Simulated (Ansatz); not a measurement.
# Single-point calculation of Ge

The run: single-point calculation of Ge (Cmcm, 2 atoms in the cell). Method and program: DFT r2SCAN, scalar-relativistic, plane waves, PAW, no spin polarisation (Ansatz 0.2.0).

The structure derives from a Materials Project entry. It belongs to a series of runs on one base structure; here: ratio of the length along z to the lengths across it x 0.92, volume and fractional coordinates fixed. Figures and captions count atoms from 1; the log counts them from 0 in places.

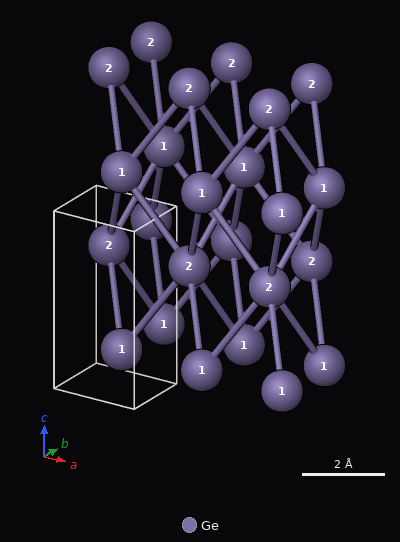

Fig. 1: The input geometry (ball-and-stick view of the cell of the calculation, repeated 3 × 2 × 2, seen slightly off an axis; atoms are numbered from 1 in the order of the input). An atom can appear more than once, as a periodic image.

**Summary**

- outcome: converged
- space group (tolerance 0.01 Å): Cmcm (63)
- electrons treated: 28
- free energy: −8604.6064 eV
- Fermi energy: 11.547 eV
- gap on the k-point mesh: none (metallic)
- pressure: 2.40 GPa
- largest force (length of the vector): 0.006 eV/Å
- hardware: 1 thread of Intel Xeon @ 2.50GHz (Skylake/Cascade Lake), 189 GiB of memory available, shared host
- wall time: 2 min
- peak memory: 0.84 GiB

**Input file**
```yaml
crystal:
  lattice:
    - [1.529991796, -2.6678176225, 0.0]
    - [1.529991796, 2.6678176225, 0.0]
    - [0.0, 0.0, 4.4719700757]
  atoms:
    - { symbol: Ge, position: [0.66655337, 0.33344663, 0.25] }
    - { symbol: Ge, position: [0.33344663, 0.66655337, 0.75] }
basis:
  ecutwfc: 500
kpoints:
  mp_grid: { grid: [20, 20, 12] }
hamiltonian:
  xc: r2scan
scf:
  occupations: { method: gaussian, width: 0.15 }
output:
  forces: true
  stress: true
  eigenvalues: true
  write_density: true
  write_potential: true
  elf: true
  volumetric_format: npy
```

Command:
```bash
ansatz run input.yaml --threads 1 --pin off --max-ram 2560MiB --backend cpu --events-out ev --progress --plain --runs-dir out
```

**The program's output**
```
Engine: ansatz 0.2.0, x86_64-unknown-linux-gnu
Pseudopotentials: kind: paw
Pseudopotential: Ge, paw, valence charge 14, recommended cutoff 500 eV (meta_gga), Ge.paw.azcp
Functional definition: r2SCAN
  parameter k0 = 0.174
  parameter k1 = 0.065
  parameter a1 = 4.9479
  exchange = r2scan_x(k0 = k0, k1 = k1, a1 = a1)
  correlation = r2scan_c
Crystal: 2 atoms, lattice volume = 36.507 Å³
Basis set: ecut = 500 eV, 917 PW (Γ), exchange–correlation on 96×96×144 points (64 copies of the dense FFT grid, shifted against one another)
Bands: 18, of which v1, the nominal top of the filled ones, is band 14 counted from 1 (13 counted from 0)
Symmetry: 8 space group operations
Space group: Cmcm (ITA 63), of the structure as read, at distance tolerance 3.3e-5 Å
k-points: 777 of 4800
Non-local potential: Ge, projectors of the file, l = 0: 2, l = 1: 2, l = 2: 3, l = 3: 1
PAW form: soft (Blöchl's): semilocal exchange-correlation on the pseudo side does not see the compensation charge
PAW frozen core: Ge, regenerated for the run's functional (the file was generated under x = pbe(κ = 0.804, μ = 0.2195149727645171), c = pbe(β = 0.06672455060314922))
PAW one-centre angular grid: Ge, 590 points (default); XC on 160 Gauss nodes
Initial density: superposition of atomic densities (neutral atoms: chi_scale 0, normalization atom), corrected by the library's trained network
Initial wavefunctions: pseudopotential atomic-orbital guess
Functional: x = r2scan, c = r2scan; τ floored in thin density (d = 2e-4 eV/Å³)
SCF iter   1: F=—  HF=-8604.590310 eV  |F-HF|=—  |Δ(HF+E_count)|=         —  Δρ=7.33e-3  dr2=6.08e-3  dr2_τ=8.50e-4  ethr=1.77e-3  ⟨swp⟩=4.9  Hψ=56695  notcnv=0
preconditioner: auto → none  [metal: Δε(μ)=0.008 eV  Ē_g=24.219 eV  σ=0.150 eV  W_gap=0.03  n_scr=8 (ndim 8)  ℏωp=32.5 eV  f_vac=0.000  D(μ)=0.80/eV (n_scr^D=2)  sad-step TF]
SCF iter   2: F=—  HF=-8604.604958 eV  |F-HF|=—  |Δ(HF+E_count)|=   1.46e-2  Δρ=2.75e-3  dr2=1.19e-3  dr2_τ=1.90e-5  ethr=2.17e-5  ⟨swp⟩=2.0  Hψ=32492  notcnv=0  defer=143
SCF iter   3: F=—  HF=-8604.605985 eV  |F-HF|=—  |Δ(HF+E_count)|=   1.03e-3  Δρ=1.43e-3  dr2=3.17e-4  dr2_τ=4.62e-6  ethr=4.24e-6  ⟨swp⟩=2.0  Hψ=16733  notcnv=0  defer=143
SCF iter   4: F=—  HF=-8604.606394 eV  |F-HF|=—  |Δ(HF+E_count)|=   4.09e-4  Δρ=3.40e-4  dr2=2.00e-5  dr2_τ=2.63e-7  ethr=1.13e-6  ⟨swp⟩=2.0  Hψ=16909  notcnv=0  defer=143
SCF iter   5: F=—  HF=-8604.606420 eV  |F-HF|=—  |Δ(HF+E_count)|=   2.64e-5  Δρ=3.76e-5  dr2=2.43e-7  dr2_τ=3.52e-9  ethr=7.14e-8  ⟨swp⟩=2.0  Hψ=16910  notcnv=0  defer=143
SCF iter   6: F=-8604.606421 eV  HF=-8604.606421 eV  |F-HF|=2.52e-9  |Δ(HF+E_count)|=   4.22e-7  Δρ=3.07e-6  dr2=1.79e-9  dr2_τ=2.15e-11  ethr=3.57e-10  ⟨swp⟩=9.7  Hψ=90808  notcnv=0
SCF 1 converged in 6 iterations: F = -8604.606421 eV  dr2 = 1.79e-9
  greatest PAW one-centre occupation: 0.998 electrons in one spin orbital (limit 2), on the Ge atom at site 1 (counted from 0), in its partial waves of l = 2
```

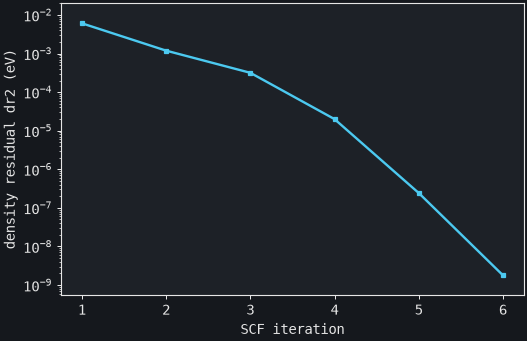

Fig. 2: Convergence of the self-consistent field: density residual dr2 against the SCF iteration. The residual falls at every step.

```
SCF converged after 6 iterations
Free energy (F): -8604.606421 eV
Harris-Foulkes:  -8604.606421 eV  (|F-HF|=2.52e-9)
Internal energy: -8604.597543 eV  (E = F + TS)
E sigma→0 (E₀):  -8604.601982 eV
Entropy (-TS):   -0.008878 eV (-4.439 meV/atom)
Fermi energy:    11.547359 eV
--- Per-component energies (eV) ---
  E_band       = -232.058673
  E_kinetic    = 220.512008
  E_local      = -4212.566692  (includes V_loc(G=0)·N_el)
  E_nonlocal   = 833.119096
  E_hartree    = 1846.262514
  E_xc         = -138.295393
  E_vxc        = -136.734804  (∫ρ·V_xc dr)
  E_paw        = -4060.687858  (= ΣΔE_a)
  E_vpaw       = -637.055069  (= ΣTr[D̂ρ^β])
  E_aug_tail   = 0.000034  (compensation charges beyond the density's cutoff)
  E_vtau       = 8.142784  (kinetic-family band-sum trace: ∫τ·v_τ [+ j·A + Jᵃ·Aᵃ] dr)
  E_ewald      = -3090.769720
  E_core_change = -2.171532  (= ΣΔE_core)
  E_smearing   = -0.008878  (= −TS)
  E_closure    = 0.000000  (closes the sum)
  Σ components = -8604.606421   (vs F -8604.606421, Δ=0.00e0)
--- Forces (eV/Å), atoms counted from 1 ---
  atom   1  Ge     0.00000000     0.00576529     0.00000000
  atom   2  Ge     0.00000000    -0.00576529     0.00000000
  max |Σ_I F_I| component: 1.73e-18 eV/Å
--- Stress (GPa, compression-positive) ---
        1.644560       0.000000       0.000000
        0.000000       1.516062       0.000000
        0.000000       0.000000       4.030829
  P = ⅓ Tr σ = 2.3972 GPa (23.972 kbar)
--- Band table (eV; the first three rows and the last of 777) ---
  k-point 0: bands = ["-13.9619", "-13.9476", "-13.9459", "-13.9450", "-13.9442", "-13.9348", "-13.9322", "-13.9187", "-13.8357", "-13.8347", "-2.6872", "4.7822", "5.9234", "17.1390", "17.2537", "19.6937", "19.8138", "22.0803"]
  k-point 1: bands = ["-13.9610", "-13.9573", "-13.9550", "-13.9363", "-13.9341", "-13.9337", "-13.9321", "-13.9191", "-13.8363", "-13.8353", "-2.6319", "3.9591", "6.8505", "17.1859", "17.3004", "19.6808", "19.8000", "22.1267"]
  k-point 2: bands = ["-13.9652", "-13.9628", "-13.9581", "-13.9407", "-13.9381", "-13.9206", "-13.9201", "-13.9183", "-13.8381", "-13.8371", "-2.4660", "2.8463", "8.2747", "17.3247", "17.4389", "19.6302", "19.7468", "21.8067"]
  k-point 776: bands = ["-13.9809", "-13.9809", "-13.9639", "-13.9639", "-13.9085", "-13.9085", "-13.8564", "-13.8564", "-13.8371", "-13.8371", "3.8391", "3.8391", "6.1418", "6.1418", "15.2434", "15.2434", "17.2577", "17.2577"]
```

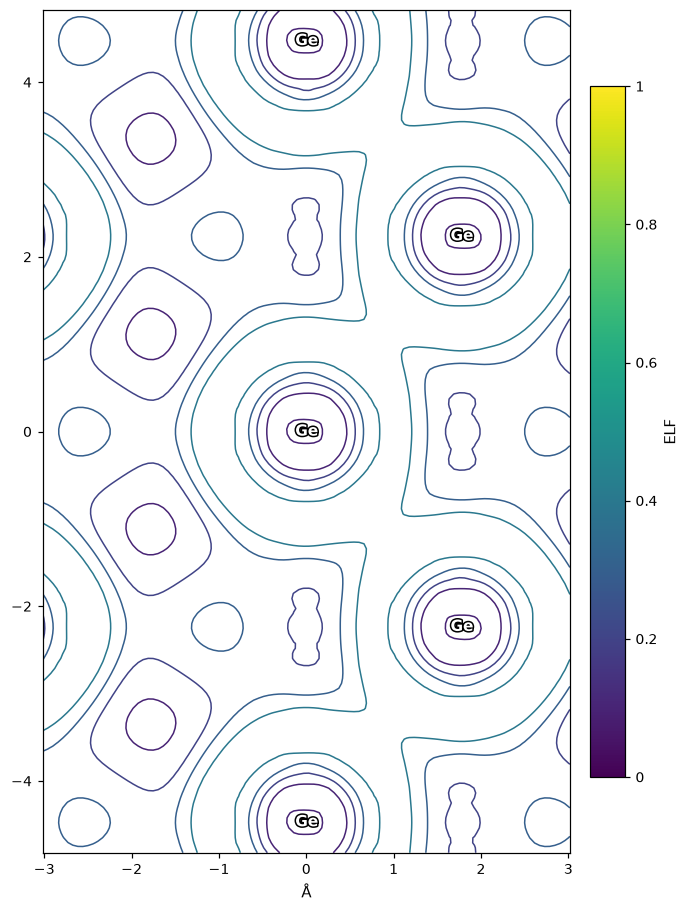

Fig. 3: ELF on the (100) plane of the conventional cell. Atoms in the plane: Ge. Ge–Ge (2.86 Å): the ELF is about 0.40 at the midpoint, as expected for nearly free electrons, as in a simple metal. Core electrons are frozen (PAW), so the fields are smoothed inside the atomic spheres.

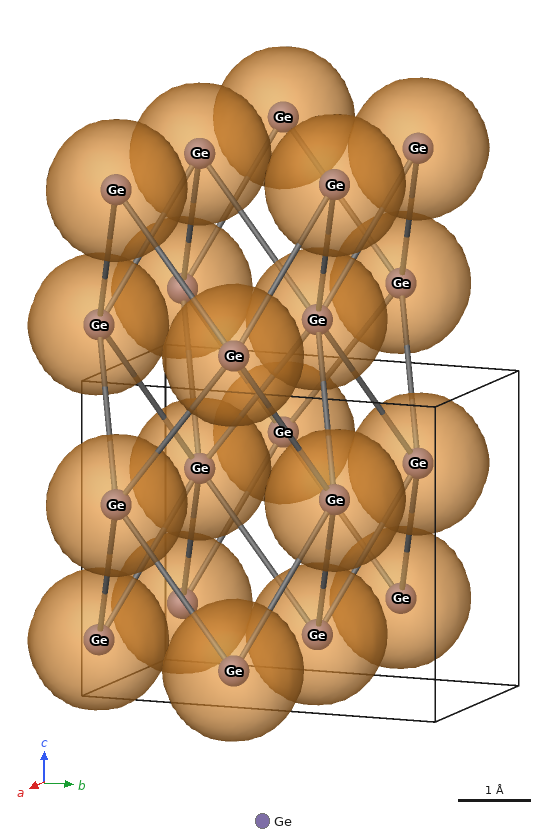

Fig. 4: Isosurface of the valence charge density (pseudo) at 0.4 e/Å³ (orange), seen slightly off an axis. Sticks mark near contacts. The outline is the cell set on symmetry axes. At this value the density breaks into separate islands; it holds about 80 % of the electrons treated as valence (semicore included). It is pinched off along the Ge–Ge (2.85 Å) contacts. On the grid the lowest density along these lines, outside the cores, is 0.24 e/Å³ (Ge–Ge, 2.85 Å).
